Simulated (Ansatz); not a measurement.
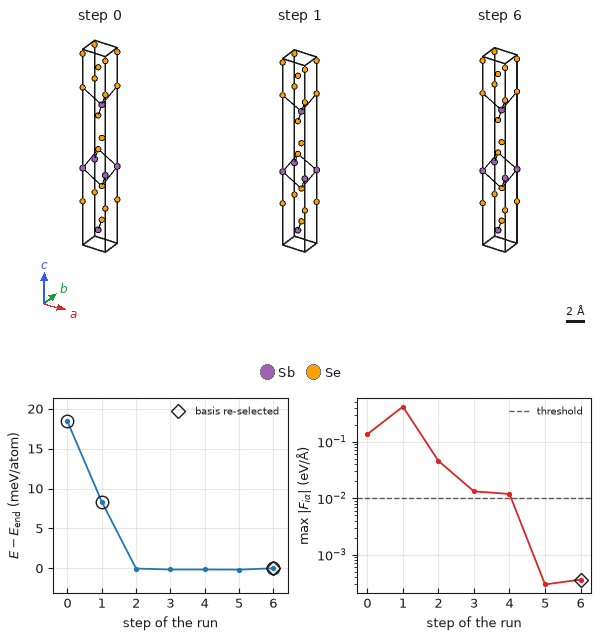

Frames of a relaxation of solid SbSe3 (a generated structure, set up in R3m), marked on the history of the run. A ball-and-stick model of the conventional cell (3 times the calculation's cell), seen slightly off an axis. Lengths and directions refer to the drawn axes.

Case: Bi → Sb, Te → Se on all its sites, cell and atoms relaxed.

The calculation used DFT PBE, scalar-relativistic, plane waves, PAW in Ansatz. (plane-wave cutoff 420 eV; k-point mesh 12 × 12 × 12; occupations gaussian; smearing width 0.1 eV; no spin polarisation; cell and atoms relaxed; force threshold 0.01 eV/Å; at most 60 steps)

### What happens along the run?

After 5 accepted moves (6 points after the start) the energy has fallen by 18.4 meV per atom. Largest force component: 0.14 eV/Å at the start, 0.00036 eV/Å at the end. Pressure: −3.23 GPa at the start and 0.01 GPa at the end. At 1 point the geometry stayed and the basis and grid were re-selected for the new cell (energy shift of 0.2 meV per atom at most each time). The atom that moves furthest relative to the cell is a Se atom (0.027 Å along −c). By element the largest moves are Se 0.027 Å, Sb 0.008 Å. The drawn cell changes as follows: a = b 3.982 → 3.948 Å (−0.9 %), c 22.977 → 22.125 Å (−3.7 %); the volume changes by −5.4 %. Among the contacts that change: Sb–Se 2.970 → 2.909 Å, Sb–Se 2.925 → 2.868 Å. The space group stays R3m (No. 160). The run took 8.9 min on 1 thread of Arm Neoverse V2 (shared host), peak memory 0.78 GiB. From step 0 to 1: a Se atom moves most (0.03 Å), volume −8.5 %, energy −10.1 meV per atom. From step 1 to 6: a Se atom moves most (0.04 Å), volume +3.4 %, energy −8.4 meV per atom.
